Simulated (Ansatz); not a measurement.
**TiO$_{2}$: field-gradient calculation**

- system: TiO$_{2}$ (Pbcn, 12 atoms in the cell)
- method: DFT, PBE, plane-wave PAW, default files, scalar-relativistic, frozen cores not responding, no spin polarisation (Ansatz 0.2.0)

It belongs to a series of runs on one base structure; here: cores kept from responding at the relaxed positions. Figures and captions count atoms from 1; the log counts them from 0 in places.

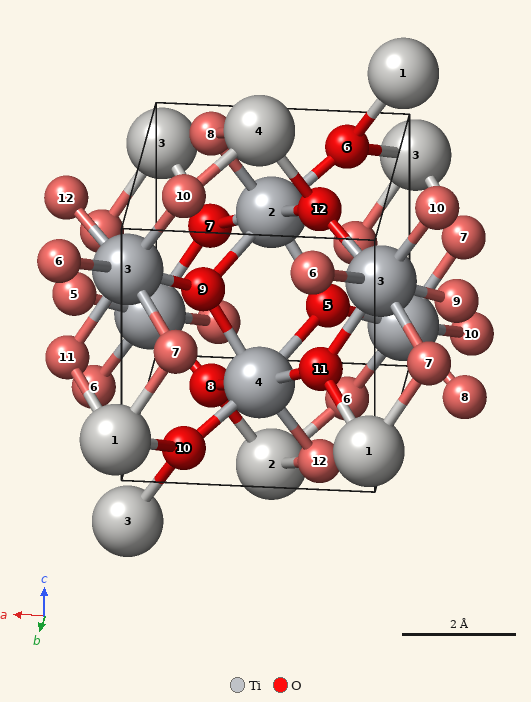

*The structure (ball-and-stick view of the cell of the calculation, seen at an oblique angle; neighbours outside the cell are drawn fainter; atoms are numbered from 1 in the order of the input).*

## Summary

| quantity | value |
| --- | --- |
| outcome | converged |
| space group (tolerance 0.01 Å) | Pbcn (60) |
| electrons treated | 96 |
| free energy | −14554.6140 eV |
| Fermi energy | 10.408 eV |
| gap on the k-point mesh | 2.67 eV |
| pressure | 5.74 GPa |
| field gradient V_zz (10²¹ V/m²) | Ti 2.88, Ti 2.88, Ti 2.88, Ti 2.88, O −2.80, O −2.80, O −2.80, O −2.80 (the first 8 of 12 sites) |
| largest force (length of the vector), held atoms and coordinates included | 0.021 eV/Å |
| hardware | 1 thread of an Arm (aarch64) CPU, shared host |
| wall time | 16 s |
| peak memory | 0.45 GiB |

## Remarks

The cell is under a pressure of 5.7 GPa at this level, so it is not at its equilibrium volume.

## Input
```yaml
crystal:
  lattice:
    - [4.5318, 0.0, 0.0]
    - [0.0, 5.5019, 0.0]
    - [0.0, 0.0, 4.9063]
  atoms:
    - { symbol: Ti, position: [0.0, 0.17584131, 0.25] }
    - { symbol: Ti, position: [0.5, 0.32415869, 0.75] }
    - { symbol: Ti, position: [0.0, 0.82415869, 0.75] }
    - { symbol: Ti, position: [0.5, 0.67584131, 0.25] }
    - { symbol: O, position: [0.2701522159, 0.3823927898, 0.419510187] }
    - { symbol: O, position: [0.2298477841, 0.1176072102, 0.919510187] }
    - { symbol: O, position: [0.7701522159, 0.1176072102, 0.580489813] }
    - { symbol: O, position: [0.7298477841, 0.3823927898, 0.080489813] }
    - { symbol: O, position: [0.7298477841, 0.6176072102, 0.580489813] }
    - { symbol: O, position: [0.7701522159, 0.8823927898, 0.080489813] }
    - { symbol: O, position: [0.2298477841, 0.8823927898, 0.419510187] }
    - { symbol: O, position: [0.2701522159, 0.6176072102, 0.919510187] }
kpoints:
  mp_grid: { grid: [5, 4, 4] }
scf:
  occupations: { method: fermi_dirac, width: 0.02 }
hamiltonian:
  xc: pbe
  pseudopotentials: { kind: paw, frozen_core: stored }
output:
  forces: true
  stress: true
  populations: true
  efg:
    quadrupole_moments_barn: { Ti: 0.247, O: -0.02558 }
    contact_densities: true
  write_density: true
  write_potential: true
  elf: true
  volumetric_format: npy
```

Launch command:
```bash
ansatz run input.yaml --threads 1 --pin off --max-ram 2560MiB --backend cpu --events-out ev --progress --plain --runs-dir out
```

## The program's output
```
Engine: ansatz 0.2.0, aarch64-unknown-linux-gnu
Pseudopotentials: kind: paw
Pseudopotential: Ti, paw, valence charge 12, recommended cutoff 420 eV (normal), Ti.paw.azcp
Pseudopotential: O, paw, valence charge 6, recommended cutoff 420 eV (normal), O.paw.azcp
Functional definition: PBE
  parameter kappa = 0.804
  parameter beta = 0.06672455060314922
  exchange = pbe_x(kappa = kappa, mu = beta*pi^2/3)
  correlation = pbe_c(beta = beta)
Crystal: 12 atoms, lattice volume = 122.331 Å³
Basis set: ecut = 420 eV, 2409 PW (Γ), exchange–correlation on 64×80×72 points (8 copies of the dense FFT grid, shifted against one another)
Bands: 60, of which v1, the nominal top of the filled ones, is band 48 counted from 1 (47 counted from 0)
Symmetry: 8 space group operations
Space group: Pbcn (ITA 60), of the structure as read, at distance tolerance 5.0e-5 Å
k-points: 27 of 80
Non-local potential: Ti, projectors of the file, l = 0: 3, l = 1: 2, l = 2: 3, l = 3: 1
Non-local potential: O, projectors of the file, l = 0: 2, l = 1: 2, l = 2: 1
PAW form: soft (Blöchl's): semilocal exchange-correlation on the pseudo side does not see the compensation charge
PAW one-centre angular grid: Ti, 590 points (default); XC on 64 Gauss nodes
PAW one-centre angular grid: O, 110 points (default); XC on 64 Gauss nodes
Initial density: superposition of atomic densities (neutral atoms: chi_scale 0, normalization atom), corrected by the library's trained network
Initial wavefunctions: pseudopotential atomic-orbital guess
Functional: x = pbe(κ = 0.804, μ = 0.2195149727645171), c = pbe(β = 0.06672455060314922)
SCF iter   1: F=—  HF=-14554.612043 eV  |F-HF|=—  |Δ(HF+E_count)|=         —  Δρ=3.93e-3  dr2=6.23e-3  ethr=1.77e-3  ⟨swp⟩=5.0  Hψ=6082  notcnv=0  defer=4
preconditioner: auto → Resta (q_TF=auto, 2.620 Å⁻¹)  ε∞=8.9  [insulator: Δε(μ)=2.651 eV  Ē_g=9.572 eV  σ=0.020 eV  W_gap=1.00  n_scr=34 (ndim 8)  ℏωp=26.9 eV  f_vac=0.015  D(μ)=0.00/eV (n_scr^D=0)  ε∞_Penn≈8.9]
SCF iter   2: F=—  HF=-14554.613290 eV  |F-HF|=—  |Δ(HF+E_count)|=   1.25e-3  Δρ=2.11e-3  dr2=1.92e-3  ethr=6.49e-6  ⟨swp⟩=2.4  Hψ=2654  notcnv=0  defer=174
SCF iter   3: F=—  HF=-14554.613903 eV  |F-HF|=—  |Δ(HF+E_count)|=   6.13e-4  Δρ=1.09e-3  dr2=5.86e-4  ethr=2.00e-6  ⟨swp⟩=2.0  Hψ=2244  notcnv=0  defer=174
SCF iter   4: F=—  HF=-14554.614169 eV  |F-HF|=—  |Δ(HF+E_count)|=   2.66e-4  Δρ=1.36e-4  dr2=1.09e-5  ethr=6.11e-7  ⟨swp⟩=2.0  Hψ=2075  notcnv=0  defer=174
SCF iter   5: F=—  HF=-14554.614000 eV  |F-HF|=—  |Δ(HF+E_count)|=   1.69e-4  Δρ=3.41e-5  dr2=8.38e-7  ethr=1.13e-8  ⟨swp⟩=2.0  Hψ=2353  notcnv=0  defer=174
SCF iter   6: F=-14554.614000 eV  HF=-14554.614000 eV  |F-HF|=4.71e-8  |Δ(HF+E_count)|=   7.74e-7  Δρ=7.47e-6  dr2=6.42e-8  ethr=1.04e-10  ⟨swp⟩=12.1  Hψ=11015  notcnv=0
SCF 1 converged in 6 iterations: F = -14554.614000 eV  dr2 = 6.42e-8
  greatest PAW one-centre occupation: 0.999 electrons in one spin orbital (limit 2), on the Ti atom at site 3 (counted from 0), in its partial waves of l = 0
```

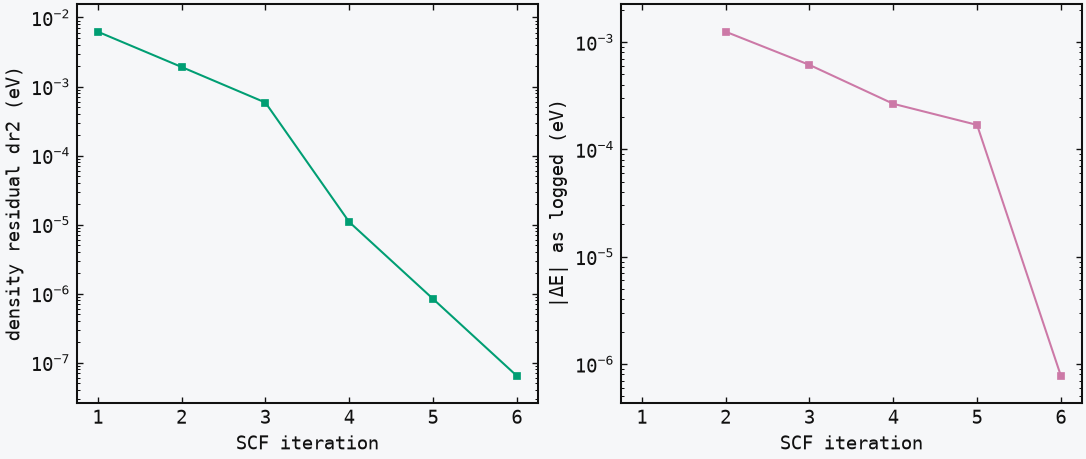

*Convergence of the self-consistent field: density residual dr2 and size of the energy change against the SCF iteration.*

The residual falls at every step.

```
SCF converged after 6 iterations
Free energy (F): -14554.614000 eV
Harris-Foulkes:  -14554.614000 eV  (|F-HF|=4.71e-8)
Internal energy: -14554.614000 eV  (E = F + TS)
E sigma→0 (E₀):  -14554.614000 eV
Fermi energy:    10.408289 eV
--- Per-component energies (eV) ---
  E_band       = -744.546758
  E_kinetic    = 2496.400581
  E_local      = -5956.003763  (includes V_loc(G=0)·N_el)
  E_nonlocal   = 394.123895
  E_hartree    = 2261.242777
  E_xc         = -986.040542
  E_vxc        = -1248.877733  (∫ρ·V_xc dr)
  E_paw        = -5444.798485  (= ΣΔE_a)
  E_vpaw       = -952.688257  (= ΣTr[D̂ρ^β])
  E_aug_tail   = 0.020088  (compensation charges beyond the density's cutoff)
  E_ewald      = -7319.558552
  E_smearing   = -0.000000  (= −TS)
  E_closure    = 0.000000  (closes the sum)
  Σ components = -14554.614000   (vs F -14554.614000, Δ=0.00e0)
--- Forces (eV/Å), atoms counted from 1 ---
  atom   1  Ti     0.00000000    -0.00640100     0.00000000
  atom   2  Ti     0.00000000     0.00640100     0.00000000
  atom   3  Ti     0.00000000     0.00640100     0.00000000
  atom   4  Ti     0.00000000    -0.00640100     0.00000000
  atom   5  O      0.01536396     0.01156986     0.00836740
  atom   6  O     -0.01536396    -0.01156986     0.00836740
  atom   7  O      0.01536396    -0.01156986    -0.00836740
  atom   8  O     -0.01536396     0.01156986    -0.00836740
  atom   9  O     -0.01536396    -0.01156986    -0.00836740
  atom  10  O      0.01536396     0.01156986    -0.00836740
  atom  11  O     -0.01536396     0.01156986     0.00836740
  atom  12  O      0.01536396    -0.01156986     0.00836740
  max |Σ_I F_I| component: 1.21e-17 eV/Å
--- Stress (GPa, compression-positive) ---
        6.100419       0.000000       0.000000
        0.000000       6.162765       0.000000
        0.000000       0.000000       4.958385
  P = ⅓ Tr σ = 5.7405 GPa (57.405 kbar)
--- PAW observables at the nuclei: V_zz in 10²¹ V/m², potentials from the cell's mean, atoms counted from 1 ---
  atom   1  Ti V_zz =    +2.879142   η = 0.5130   by run symmetry: allowed   C_q = +17.1955 MHz
            electrostatic potential = -2527.549585 V   contact ρ = 56792.314296 e/Å³
  atom   2  Ti V_zz =    +2.879142   η = 0.5130   by run symmetry: allowed   C_q = +17.1955 MHz
            electrostatic potential = -2527.549585 V   contact ρ = 56792.314296 e/Å³
  atom   3  Ti V_zz =    +2.879142   η = 0.5130   by run symmetry: allowed   C_q = +17.1955 MHz
            electrostatic potential = -2527.549585 V   contact ρ = 56792.314296 e/Å³
  atom   4  Ti V_zz =    +2.879142   η = 0.5130   by run symmetry: allowed   C_q = +17.1955 MHz
            electrostatic potential = -2527.549585 V   contact ρ = 56792.314296 e/Å³
  atom   5  O  V_zz =    -2.804405   η = 0.5339   by run symmetry: allowed   C_q = +1.7346 MHz
            electrostatic potential = -625.145424 V   contact ρ = 2157.545190 e/Å³
  atom   6  O  V_zz =    -2.804405   η = 0.5339   by run symmetry: allowed   C_q = +1.7346 MHz
            electrostatic potential = -625.145424 V   contact ρ = 2157.545190 e/Å³
  atom   7  O  V_zz =    -2.804405   η = 0.5339   by run symmetry: allowed   C_q = +1.7346 MHz
            electrostatic potential = -625.145424 V   contact ρ = 2157.545190 e/Å³
  atom   8  O  V_zz =    -2.804405   η = 0.5339   by run symmetry: allowed   C_q = +1.7346 MHz
            electrostatic potential = -625.145424 V   contact ρ = 2157.545190 e/Å³
  atom   9  O  V_zz =    -2.804405   η = 0.5339   by run symmetry: allowed   C_q = +1.7346 MHz
            electrostatic potential = -625.145424 V   contact ρ = 2157.545190 e/Å³
  atom  10  O  V_zz =    -2.804405   η = 0.5339   by run symmetry: allowed   C_q = +1.7346 MHz
            electrostatic potential = -625.145424 V   contact ρ = 2157.545190 e/Å³
  atom  11  O  V_zz =    -2.804405   η = 0.5339   by run symmetry: allowed   C_q = +1.7346 MHz
            electrostatic potential = -625.145424 V   contact ρ = 2157.545190 e/Å³
  atom  12  O  V_zz =    -2.804405   η = 0.5339   by run symmetry: allowed   C_q = +1.7346 MHz
            electrostatic potential = -625.145424 V   contact ρ = 2157.545190 e/Å³
--- Band table (eV; the first three rows and the last of 27) ---
  k-point 0: bands = ["-47.2535", "-47.2302", "-47.2239", "-47.2179", "-23.7134", "-23.6346", "-23.6049", "-23.5407", "-23.5343", "-23.5272", "-23.5040", "-23.4800", "-23.4327", "-23.4247", "-23.4043", "-23.4013", "-8.7609", "-7.5303", "-7.3803", "-7.1749", "-7.1627", "-7.1135", "-6.9469", "-6.8265", "4.0373", "4.1790", "4.6481", "4.6592", "5.0981", "5.1632", "5.3413", "5.6587", "5.9400", "5.9974", "6.6057", "6.6144", "6.7663", "6.8692", "6.8868", "7.3073", "7.4322", "7.5529", "8.1640", "8.5426", "8.5675", "8.6418", "9.0312", "9.0809", "11.7904", "11.8189", "11.9480", "11.9630", "11.9841", "12.4157", "12.7341", "12.7906", "12.9551", "13.1986", "13.5706", "13.8417"]
  k-point 1: bands = ["-47.2483", "-47.2293", "-47.2248", "-47.2231", "-23.6747", "-23.6614", "-23.6197", "-23.5814", "-23.5062", "-23.4900", "-23.4755", "-23.4608", "-23.4509", "-23.4393", "-23.4366", "-23.4103", "-8.5454", "-7.5738", "-7.4406", "-7.3480", "-7.0929", "-7.0171", "-6.9996", "-6.9009", "4.2527", "4.4132", "4.6632", "4.6762", "4.7024", "5.1558", "5.4025", "5.5432", "5.9271", "6.0969", "6.4290", "6.6217", "6.8323", "6.9859", "7.1905", "7.2074", "7.4694", "7.7710", "7.9766", "8.0901", "8.3161", "8.7898", "8.8263", "8.9786", "11.8751", "11.9377", "11.9549", "12.0212", "12.2735", "12.4120", "12.7099", "12.8789", "13.1245", "13.3400", "13.4138", "13.8591"]
  k-point 2: bands = ["-47.2357", "-47.2357", "-47.2270", "-47.2270", "-23.6681", "-23.6681", "-23.5844", "-23.5844", "-23.5092", "-23.5092", "-23.4618", "-23.4618", "-23.4535", "-23.4535", "-23.4288", "-23.4288", "-8.0152", "-8.0152", "-7.4529", "-7.4529", "-7.0647", "-7.0647", "-6.9365", "-6.9365", "4.2095", "4.2095", "4.8544", "4.8544", "5.1296", "5.1296", "5.5513", "5.5513", "5.9123", "5.9123", "6.5127", "6.5127", "6.6703", "6.6703", "7.0772", "7.0772", "7.6147", "7.6147", "8.0374", "8.0374", "8.6516", "8.6516", "8.7723", "8.7723", "11.7504", "11.7504", "12.1799", "12.1799", "12.6787", "12.6787", "12.8655", "12.8655", "13.1169", "13.1169", "13.6061", "13.6061"]
  k-point 26: bands = ["-47.2313", "-47.2313", "-47.2313", "-47.2313", "-23.6613", "-23.6613", "-23.6588", "-23.6588", "-23.4640", "-23.4640", "-23.4638", "-23.4638", "-23.4316", "-23.4316", "-23.4292", "-23.4292", "-7.6833", "-7.6833", "-7.6530", "-7.6530", "-7.1020", "-7.1020", "-7.0641", "-7.0641", "4.5798", "4.5798", "4.7061", "4.7061", "5.1495", "5.1495", "5.2070", "5.2070", "6.2744", "6.2744", "6.3808", "6.3808", "7.2070", "7.2070", "7.2600", "7.2600", "7.7235", "7.7235", "7.7935", "7.7935", "8.1376", "8.1376", "8.4767", "8.4767", "11.9916", "11.9916", "12.2777", "12.2777", "12.6016", "12.6016", "12.6682", "12.6682", "12.9797", "12.9797", "13.1477", "13.1477"]
--- Löwdin populations: 12 sites ---
  site symbol       q [e]
     0     Ti     10.6438
     1     Ti     10.6438
     2     Ti     10.6438
     3     Ti     10.6438
     4      O      6.6391
     5      O      6.6391
     6      O      6.6391
     7      O      6.6391
     8      O      6.6391
     9      O      6.6391
    10      O      6.6391
    11      O      6.6391
  spilling = 0.003250 (of n_electrons = 96.000000)
```

## File populations.tsv
```
# site	symbol	l	j	q
# orbitals = lowdin
# n_electrons = 96.000000
# spilling = 0.003250
0	Ti	0_3S	-	1.929318
0	Ti	0_4S	-	0.443184
0	Ti	1_3P	-	5.985263
0	Ti	2_3D	-	2.285988
1	Ti	0_3S	-	1.929318
1	Ti	0_4S	-	0.443184
1	Ti	1_3P	-	5.985263
1	Ti	2_3D	-	2.285988
2	Ti	0_3S	-	1.929318
2	Ti	0_4S	-	0.443184
2	Ti	1_3P	-	5.985263
2	Ti	2_3D	-	2.285988
3	Ti	0_3S	-	1.929318
3	Ti	0_4S	-	0.443184
3	Ti	1_3P	-	5.985263
3	Ti	2_3D	-	2.285988
4	O	0_2S	-	1.755664
4	O	1_2P	-	4.883464
5	O	0_2S	-	1.755664
5	O	1_2P	-	4.883464
6	O	0_2S	-	1.755664
6	O	1_2P	-	4.883464
7	O	0_2S	-	1.755664
7	O	1_2P	-	4.883464
8	O	0_2S	-	1.755664
8	O	1_2P	-	4.883464
9	O	0_2S	-	1.755664
9	O	1_2P	-	4.883464
10	O	0_2S	-	1.755664
10	O	1_2P	-	4.883464
11	O	0_2S	-	1.755664
11	O	1_2P	-	4.883464
```

## File rho_z.tsv
```
# z_ang	rho[e/angstrom^3]
# format = ansatz-planar-average/11
# lattice	4.531800000	0.000000000	0.000000000
# lattice	0.000000000	5.501900000	0.000000000
# lattice	0.000000000	0.000000000	4.906300000
# sites	12
# site	22	0.000000000	0.967461303	1.226575000
# site	22	2.265900000	1.783488697	3.679725000
# site	22	0.000000000	4.534438697	3.679725000
# site	22	2.265900000	3.718411303	1.226575000
# site	8	1.224275812	2.103886890	2.058242830
# site	8	1.041624188	0.647063110	4.511392830
# site	8	3.490175812	0.647063110	2.848057170
# site	8	3.307524188	2.103886890	0.394907170
# site	8	3.307524188	3.398013110	2.848057170
# site	8	3.490175812	4.854836890	0.394907170
# site	8	1.041624188	4.854836890	2.058242830
# site	8	1.224275812	3.398013110	4.511392830
0.000000	6.779675e-1
0.136286	6.911407e-1
0.272572	7.154039e-1
0.408858	7.255263e-1
0.545144	7.247757e-1
0.681431	7.424163e-1
0.817717	7.987281e-1
0.954003	8.820444e-1
1.090289	9.535029e-1
1.226575	9.805335e-1
1.362861	9.535029e-1
1.499147	8.820444e-1
1.635433	7.987281e-1
1.771719	7.424163e-1
1.908006	7.247757e-1
2.044292	7.255263e-1
2.180578	7.154039e-1
2.316864	6.911407e-1
2.453150	6.779675e-1
2.589436	6.911407e-1
2.725722	7.154039e-1
2.862008	7.255263e-1
2.998294	7.247757e-1
3.134581	7.424163e-1
3.270867	7.987281e-1
3.407153	8.820444e-1
3.543439	9.535029e-1
3.679725	9.805335e-1
3.816011	9.535029e-1
3.952297	8.820444e-1
4.088583	7.987281e-1
4.224869	7.424163e-1
4.361156	7.247757e-1
4.497442	7.255263e-1
4.633728	7.154039e-1
4.770014	6.911407e-1
```

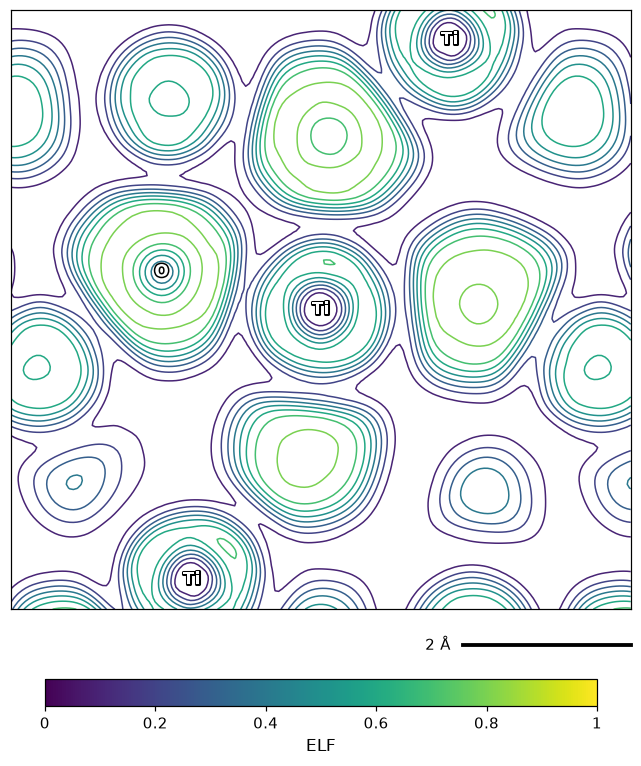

*Electron localisation function on the (111) plane of the conventional cell.*

The section cuts through Ti and O sites. Ti–O (1.95 Å): the ELF is about 0.20 at the midpoint. The strong features right at Ti lie inside the PAW spheres (semicore, d or f shells) and say nothing about bonding. The fields are those of the smooth PAW valence density.
